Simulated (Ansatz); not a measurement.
The calculation's input:

```
crystal:
  lattice:
    - [2.3915675751, 0.0, 0.0]
    - [0.0, 2.3915675751, 0.0]
    - [0.0, 0.0, 2.3924493948]
  atoms:
    - { symbol: P, position: [0.0, 0.0, 0.0] }
basis:
  ecutwfc: 420
kpoints:
  mp_grid: { grid: [18, 18, 18] }
hamiltonian:
  xc: pbesol
  dispersion: d3bj
scf:
  occupations: { method: gaussian, width: 0.1 }
output:
  forces: true
  stress: true
  eigenvalues: true
  write_density: true
  write_potential: true
  elf: true
  volumetric_format: npy
relax:
  adjacent_minimum: "off"
  f_tol: 0.005
  max_steps: 80
  cell: { stress_tol: 0.05 }
```

Run with:

```sh
ansatz run input.yaml --threads 1 --pin off --max-ram 2560MiB --backend cpu --events-out ev --progress --plain --runs-dir out
```

Below, planes, directions and counts refer to the conventional cell (a = 2.39 Å, b = 2.39 Å, c = 2.39 Å, α = 90.00°, β = 90.00°, γ = 90.00°).

The fields are those of the run's last geometry, not of the input's.

Space group Pm-3m; computed without spin polarisation.

Level of theory: DFT PBEsol+D3(BJ), scalar-relativistic, plane waves, PAW in Ansatz.

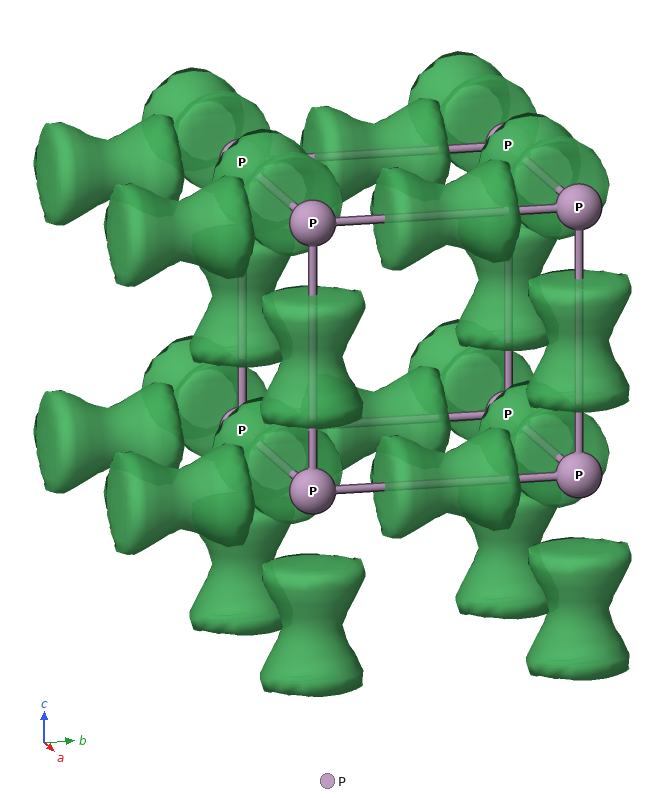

P. Isosurface of the ELF at 0.75 (green), seen slightly off an axis. Core shells and regions of very low density are left out. Sticks mark near contacts.

In a PAW calculation such maps are meaningful between the atoms, not at the nuclei.

**Where are the electrons localised?**

The ELF exceeds this value in three regions between bonded P–P atoms, counted in one cell of 1 atoms. Regions shared between cells count once.

Values along the shortest contacts:
P–P (2.39 Å): the ELF peaks at about 0.85 between the atoms.
